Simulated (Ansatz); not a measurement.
# Calculations on Cd

**1. Scan**

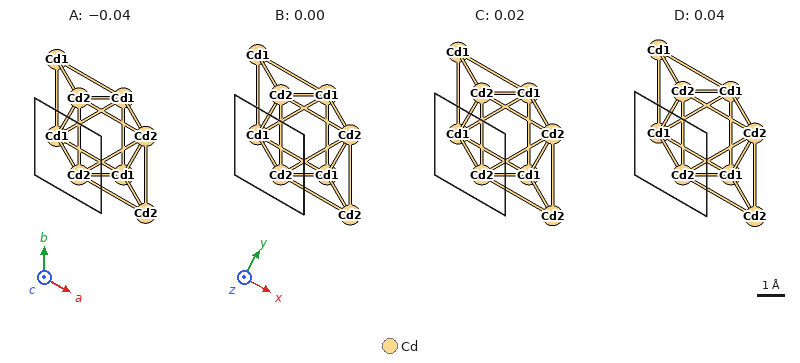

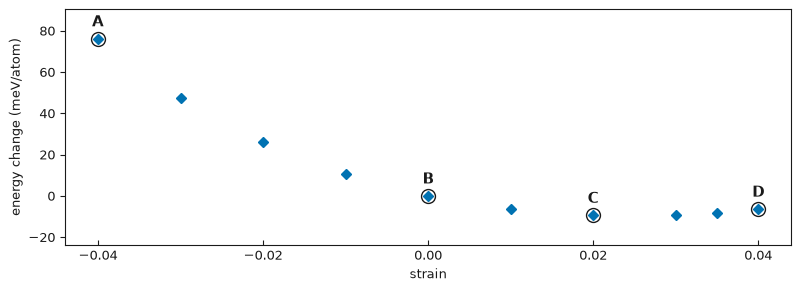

Crystalline Cd (P6_3/mmc): the cell is strained equally along x and y, with the atoms kept at their fractional coordinates. x, y and z are the Cartesian axes of the input. The lettered frames are marked on the plot. Style: ball-and-stick. Shown: the cell of the calculation, repeated 2 × 2 × 1 with one cell outlined, along the c axis.

These are results of Ansatz, DFT PBE, scalar-relativistic, plane waves, PAW, not measurements. (plane-wave cutoff 420 eV; k-point mesh 18 × 18 × 8; occupations gaussian; smearing width 0.15 eV; no spin polarisation). Energies (free energies at the smearing named) are counted from the cell as listed in its source, which wasn't relaxed.

What does the scan show?

Answer. Of the computed points the lowest is at the strain 0.02, −9.4 meV/atom. The end points stand at 76.1 meV/atom (−0.04) and −6.4 meV/atom (0.04). The unrelaxed reference is under a pressure of 2.9 GPa, which tilts the curve. The distortion keeps the space group P6_3/mmc. At the strain −0.04 the cell of the drawing goes a 2.979 → 2.860 Å, b 2.979 → 2.860 Å.

**2. Scan**

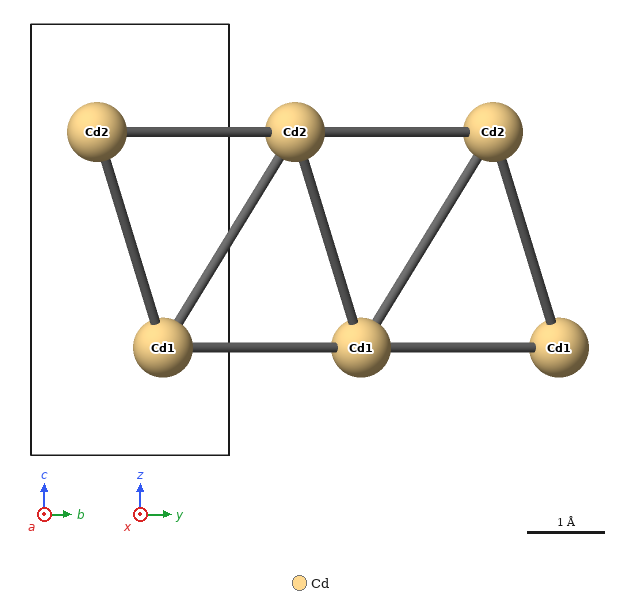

Energy scan for a crystal of Cd (P6_3/mmc), in which the cell is strained equally along x and y and separately along z, with the atoms kept at their fractional coordinates. x, y and z are the Cartesian axes of the input. The picture shows the reference cell. The picture is a ball-and-stick view of the cell of the calculation, repeated 2 × 3 × 1 with one cell outlined, seen along the a axis.

Computed with DFT PBE, scalar-relativistic, plane waves, PAW in Ansatz. Settings: plane-wave cutoff 420 eV; k-point mesh 18 × 18 × 8; occupations gaussian; smearing width 0.15 eV; no spin polarisation. Energies (free energies at the smearing named) are counted from the cell as listed in its source, which wasn't relaxed.

```
Cd
1.0
     2.97887    0.00000    0.00000
    -1.48944    2.57978    0.00000
     0.00000    0.00000    5.61765
Cd
2
Direct
  0.33333 0.66667 0.25000
  0.66667 0.33333 0.75000
```

Q: Predict the energy profile on a grid with rows −0.050, −0.025, 0.000, 0.025, 0.050 and columns −0.050, −0.025, 0.000, 0.025, 0.050 (strain along x and y; strain along z).

A: Rows: strain along x and y; columns: strain along z; values in meV/atom.

|  | −0.050 | −0.025 | 0.000 | 0.025 | 0.050 |
| --- | --- | --- | --- | --- | --- |
| −0.050 | 173.6 | 138.2 | 112.9 | 95.7 | 84.3 |
| −0.025 | 80.4 | 54.7 | 35.8 | 24.1 | 18.2 |
| 0.000 | 27.6 | 10.8 | 0.0 | −6.5 | −8.4 |
| 0.025 | 3.8 | −5.7 | −9.7 | −9.6 | −6.6 |
| 0.050 | −0.6 | −2.5 | −1.1 | 3.9 | 11.6 |

In pairs of (strain along x and y; strain along z): the lowest computed point lies at (0.025, 0.000) (−9.7 meV/atom), the highest at (−0.050, −0.050) (173.6 meV/atom). The valley is tilted: raising the in-plane strain is made harder by raising the strain along z (cross term 0.63 of the geometric mean of the two curvatures). Over the ranges scanned the energy rises more along the first axis, the in-plane strain. The pressure runs from −2.9 GPa at (0.050, 0.050) to 17.4 GPa at (−0.050, −0.050).

**3. Energy map**

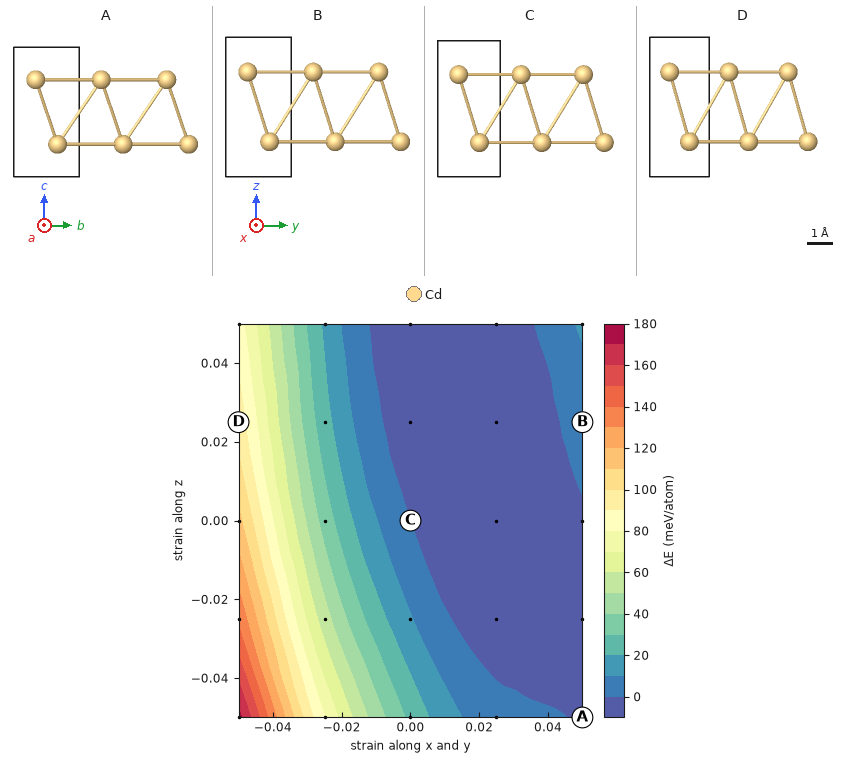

A scan of a crystal of Cd (P6_3/mmc): the cell is strained equally along x and y and separately along z, with the atoms kept at their fractional coordinates. x, y and z are the Cartesian axes of the input. The map is interpolated between the computed points (dots). The lettered frames are marked on it. Style: ball-and-stick. Shown: the cell of the calculation, repeated 2 × 3 × 1 with one cell outlined, along the a axis.

The calculation used DFT PBE, scalar-relativistic, plane waves, PAW in Ansatz. (plane-wave cutoff 420 eV; k-point mesh 18 × 18 × 8; occupations gaussian; smearing width 0.15 eV; no spin polarisation). Energies (free energies at the smearing named) are counted from the cell as listed in its source, which wasn't relaxed.

Describe the energy landscape.

In pairs of (strain along x and y; strain along z): the lowest computed point lies at (0.025, 0.000) (−9.7 meV/atom), the highest at (−0.050, −0.050) (173.6 meV/atom). The valley is tilted: raising the in-plane strain is made harder by raising the strain along z (cross term 0.63 of the geometric mean of the two curvatures). Over the ranges scanned the energy rises more along the first axis, the in-plane strain. The pressure runs from −2.9 GPa at (0.050, 0.050) to 17.4 GPa at (−0.050, −0.050). The frames lie at A (0.050, −0.050): −0.6 meV/atom, B (0.050, 0.025): 3.9 meV/atom, C (0.000, 0.000): 0.0 meV/atom, D (−0.050, 0.025): 95.7 meV/atom.
